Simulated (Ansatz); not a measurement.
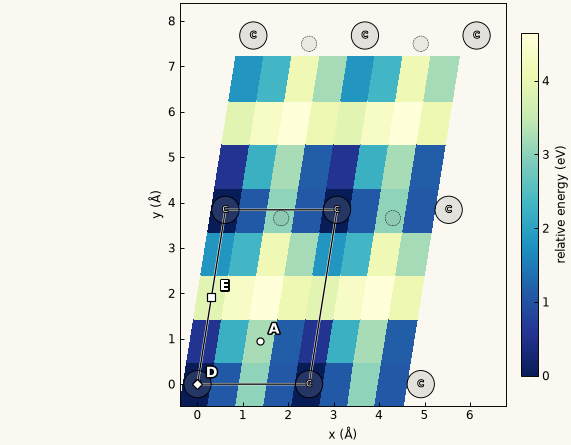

H on a C(111) slab cut from the Fmmm phase, its upper half relaxed before the scan (12 atoms of substrate and one adsorbate in a 2 × 1 cell). 
- H is moved over the surface cell; relaxed at each place: the height of the adsorbate's atoms; substrate rigid; the origin of the map has the adsorbate above C11.
- Places are given modulo a cell vector. The map is drawn in real space over the plane of the surface.
- The scan uses a 4 × 4 grid.
- Places are given in fractions of the 1 × 1 surface cell.
- All energies are given in eV relative to the lowest grid point.
- Energies and slopes of some neighbouring points disagree (a jump in structure or state, or too coarse a mesh). The magnetic moment jumps between some neighbouring points.
- Theory: Ansatz, DFT PBEsol, scalar-relativistic, plane waves, PAW. Settings: cutoff 420 eV, k-mesh 6×7×1, gaussian smearing 0.05 eV, spin-polarised.

In the figure: one coloured cell a grid point, labelled circles for the atoms of the top layer and small ones for the second layer, the outline of one cell of the 2 × 2 shown, lettered points.

Is E the lowest point of the computed grid?

Answer. No. E lies 3.90 eV above the lowest grid point, which is at the top site over a surface C atom, (0/4, 0/4) of the cell vectors.

Rank the lettered points by energy, lowest first.

Answer. D (0.00 eV), A (3.22 eV), E (3.90 eV).

PAW datasets: the set soft_1.
